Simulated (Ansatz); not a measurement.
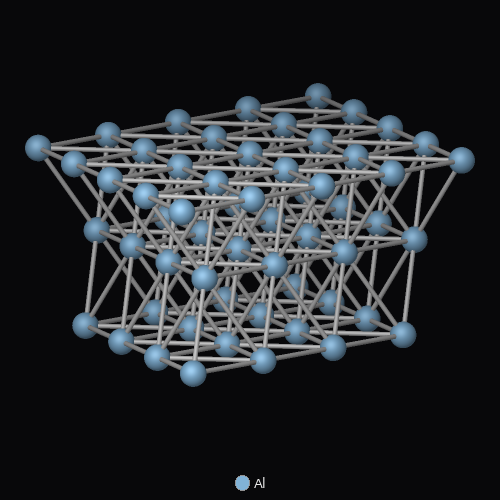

The system is H₂ on an Al(111) slab cut from the Fm-3m phase, its upper half relaxed before the scan (12 atoms of substrate and one adsorbate in a 2 × 2 cell); the picture shows it without the atoms that are moved over the map. H2 lies flat over one site of a rigid substrate while its bond length and height are varied; it sits over a hollow site, heights counted from the top plane, its axis along the first surface vector. Coordinates scanned: (1) distance H13-H14; (2) height of the H2 axis above the plane of Al9. The grid has 8 × 9 points. At 18 points there is no value (left out: too close to the surface, or the stretched molecule far from it). Points are written as (first, second). Energies: eV, counted from the lowest grid point. Level of theory: DFT PBE, scalar-relativistic, plane waves, PAW (Ansatz). Settings: cutoff 420 eV, k-mesh 6×6×1, gaussian smearing 0.1 eV, no spin polarisation.

Range: distance H13-H14 from 0.650 to 2.650 Å; height of the H2 axis above the plane of Al9 from 0.45 to 3.60 Å.

What landscape does the calculation give?

Answer. The lowest grid point is at (0.750 Å, 3.60 Å). It lies at the edge of the scanned range, so the true minimum may lie outside. The highest grid point, (2.650 Å, 0.77 Å), lies 7.00 eV above the lowest. On the interpolated surface the lowest path from the intact molecule far from the surface, (0.750 Å, 3.60 Å), to the stretched end of the scan, about (2.51 Å, 1.43 Å), has its top at (1.181 Å, 1.41 Å), about 1.4 eV above the start and 0.4 eV above the end.

| second ↓, first → | 0.650 | 0.750 | 0.919 | 1.181 | 1.495 | 1.849 | 2.235 | 2.650 |
| --- | --- | --- | --- | --- | --- | --- | --- | --- |
| 3.60 | 0.22 | 0.00 | 0.35 | 1.48 | – | – | – | – |
| 3.00 | 0.26 | 0.04 | 0.38 | 1.48 | – | – | – | – |
| 2.60 | 0.36 | 0.14 | 0.46 | 1.50 | – | – | – | – |
| 2.05 | 0.78 | 0.52 | 0.76 | 1.52 | 2.19 | – | – | – |
| 1.73 | 1.24 | 0.93 | 1.02 | 1.47 | 1.72 | 1.67 | 1.55 | 1.48 |
| 1.41 | 1.87 | 1.47 | 1.34 | 1.39 | 1.26 | 1.08 | 1.00 | 0.99 |
| 1.09 | 2.65 | 2.15 | 1.82 | 1.60 | 1.46 | 1.54 | 1.86 | 2.16 |
| 0.77 | 3.69 | 3.15 | 2.80 | 2.74 | 3.15 | 4.23 | 5.78 | 7.00 |
| 0.45 | 4.99 | 4.54 | 4.39 | 4.92 | 6.57 | – | – | – |

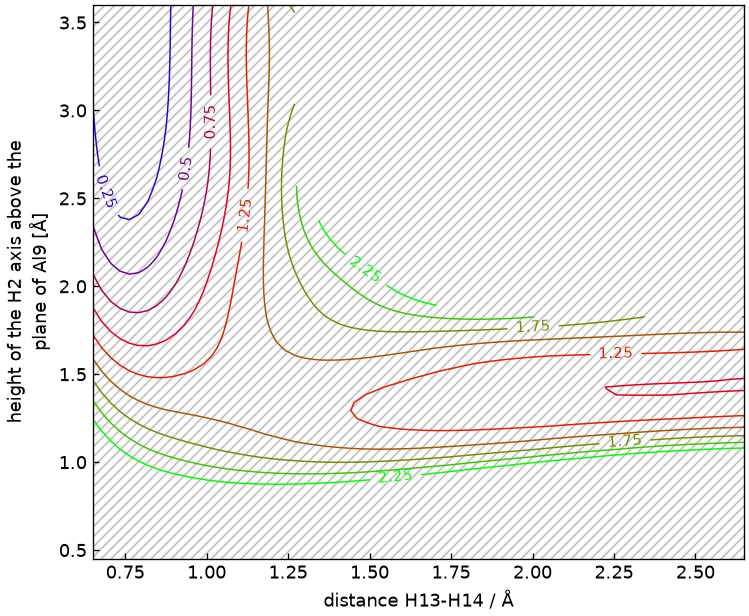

In the figure: contour lines labelled in eV (none above 2.25), hatched blanks where no value was computed. Between grid points the surface is interpolated.

Each point was launched as `ansatz run input.yaml --threads 4 --pin off --max-ram 12288MiB --backend cpu --events-out ev --progress --plain --runs-dir out`. The whole map (54 points run) took 4.9 min on 4 threads of Intel(R) Xeon(R) CPU @ 2.60GHz (Ice Lake), with other jobs on the host.
